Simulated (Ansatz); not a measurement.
Ag, as given below.

```
CELL_PARAMETERS angstrom
2.93425 0.00000 0.00000
-1.46713 2.54114 0.00000
0.00000 0.00000 4.79959
ATOMIC_POSITIONS crystal
Ag 0.33333 0.66667 0.75000
Ag 0.66667 0.33333 0.25000
```

Basis of the simulation: the geometry relaxed with Ansatz 0.2.0, DFT PBE, scalar-relativistic, plane waves, PAW; the starting structure was generated, so it need not be a known form of this composition.

Q: Predict the first 2 clear peaks of the X-ray G(r) with σ = 0.08 Å, and name the atom pairs.

A: 1. 2.93 Å: Ag–Ag at 2.93–2.94 Å
2. 4.15 Å: Ag–Ag at 4.15 Å

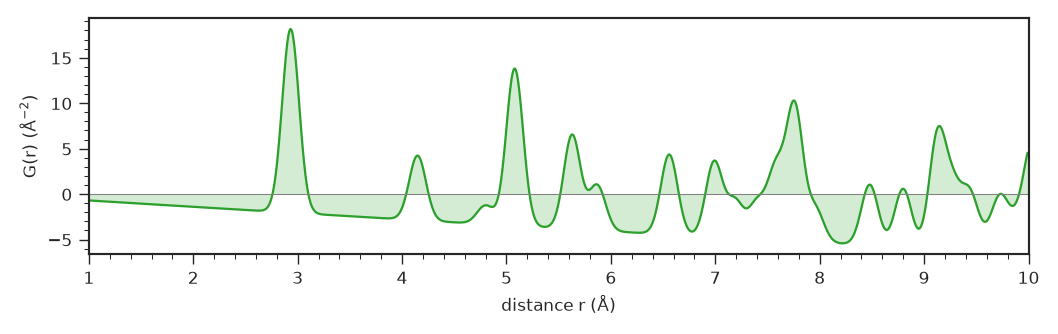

Simulated X-ray pair distribution function, G(r) = R(r)/r − 4πρ₀r, summed over the atomic distances of the structure with each pair weighted by the product of the atomic numbers (X-ray weights at Q = 0); every distance is a Gaussian of σ = 0.08 Å, damped by exp(−(Q_damp r)²/2) with Q_damp = 0.040 Å⁻¹. No termination ripples are included.
